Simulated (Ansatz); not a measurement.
A periodic structure is given below.

```
CELL_PARAMETERS angstrom
2.96470 0.00000 0.00000
-1.48235 2.56750 0.00000
0.00000 0.00000 29.45862
ATOMIC_POSITIONS crystal
Mg 0.33333 0.66667 0.83506
Mg 0.66667 0.33333 0.16494
Mg 0.66667 0.33333 0.33506
Mg 0.33333 0.66667 0.66494
Mg 0.33333 0.66667 0.41753
Mg 0.66667 0.33333 0.58247
Mg 0.66667 0.33333 0.91753
Mg 0.33333 0.66667 0.08247
Mg 0.00000 0.00000 0.25000
Mg 0.00000 0.00000 0.75000
Mg 0.00000 0.00000 0.00000
Mg 0.00000 0.00000 0.50000
O 0.33333 0.66667 0.95876
O 0.66667 0.33333 0.04124
O 0.66667 0.33333 0.45876
O 0.33333 0.66667 0.54124
O 0.33333 0.66667 0.20606
O 0.66667 0.33333 0.79394
O 0.66667 0.33333 0.70606
O 0.33333 0.66667 0.29394
O 0.00000 0.00000 0.12371
O 0.00000 0.00000 0.87629
O 0.00000 0.00000 0.62371
O 0.00000 0.00000 0.37629
```

### Give a crystallographic description of this input.

The stoichiometry is MgO. Symmetry: P6_3/mmc (No. 194), primitive hexagonal lattice. Counting shared atoms by their share gives 12 Mg, 12 O, or 24 atoms. The neighbours of Mg are six O at 2.10 to 2.15 Å. O is coordinated by six Mg in an octahedral arrangement at 2.10 to 2.15 Å. The bonds build a three-dimensional framework.

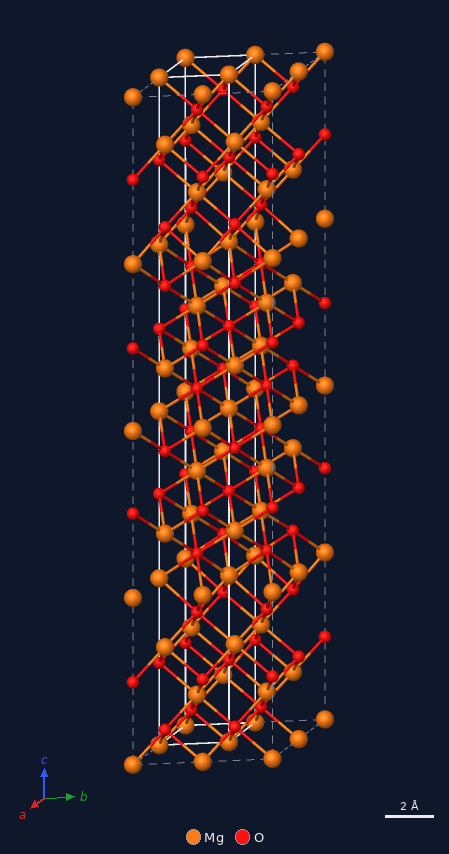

The figure gives a ball-and-stick picture of the atoms, viewed slightly off an axis. The structure is repeated 2×2×1 times; solid lines mark one conventional unit cell.

Its origin is a structure listed in the Materials Project. What is shown is the relaxed result from DFT, r2SCAN, plane waves, PAW in Ansatz.
